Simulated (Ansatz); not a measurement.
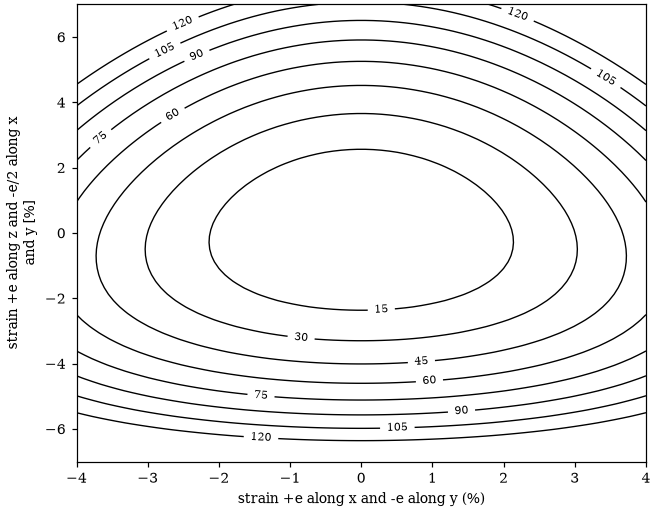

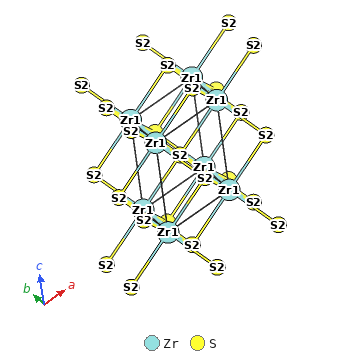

Energy landscape of ZrS (Fm-3m, No. 225; 2 atoms in the cell). The energy is mapped over two homogeneous strains (x, y and z along the cube axes). Coordinates scanned: (1) strain +e along x and -e along y; (2) strain +e along z and -e/2 along x and y. Nothing is relaxed (symmetry fixes all fractional coordinates). The grid has 7 × 7 points; 28 points were computed and 21 follow by symmetry. Points are written as (first, second). Energies are in meV/atom, from the lowest grid point. Computed with DFT PBEsol, scalar-relativistic, plane waves, PAW in Ansatz 0.2.0. Settings: cutoff 420 eV, k-mesh 16×16×16, gaussian smearing 0.15 eV, no spin polarisation.

The picture shows contour lines labelled in meV/atom (none above 120). Between grid points the surface is interpolated. The second picture is the structure at the lowest point

Describe this landscape.

Answer. The lowest grid point is at (0.00 %, 0.00 %). No other kind of well shows on this grid. The highest grid point, (−4.00 %, 7.00 %), lies 190 meV/atom above the lowest. Round the minimum the two coordinates are nearly uncoupled.

Each point was launched as `ansatz run input.yaml --threads 1 --pin off --max-ram 2048MiB --backend cpu --events-out ev --progress --plain --runs-dir out`. The whole map (28 points run) took 15 min on 1 thread of Arm Neoverse N1, with other jobs on the host.

PAW datasets: the set soft_1.
